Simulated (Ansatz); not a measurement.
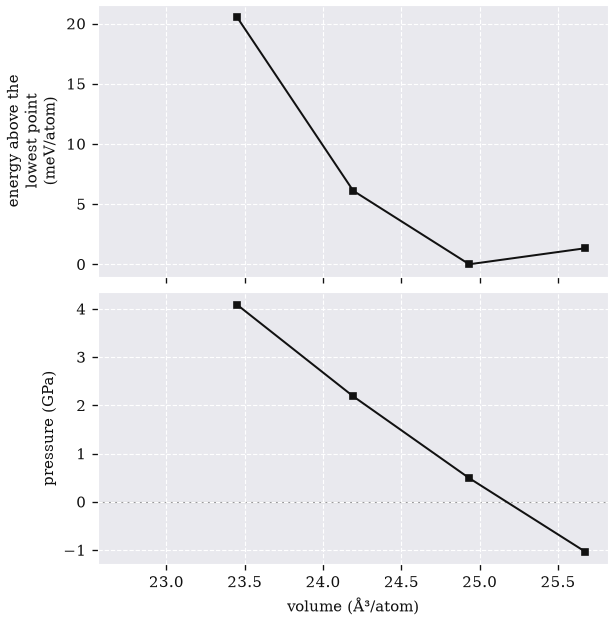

The picture above shows the energy above the lowest point and pressure against volume for Sc, space group Fm-3m (No. 225) (one of a set of cubic test structures, which need not be the stable phase).

Computed with Ansatz 0.2.0 development build: equation of state of a cubic crystal from periodic Kohn-Sham density functional theory without spin, third-order Birch-Murnaghan fit to the free energies; pressure corrected for the finite basis. Level: r2SCAN.

structure type fcc; atoms in cell 1; space group number 225; lattice centring face-centred primitive; k mesh 13×13×13; occupation method Fermi–Dirac; occupation width 0.1 eV; wave cutoff 220 eV; datasets all-electron datasets; density tolerance 1e−09 eV; bands 11; density cutoff ratio 7; dirac inner shells no; nucleus point; search for lower states default.

The point at volume 22.71 Å³/atom is left out of the plot. What does the calculation give there?

| volume (Å³/atom) | energy above the lowest point (meV/atom) | pressure (GPa) |
| --- | --- | --- |
| 22.71 | 44.2 | 6.201 |

Caveats: cubic model structure, not the ambient form.
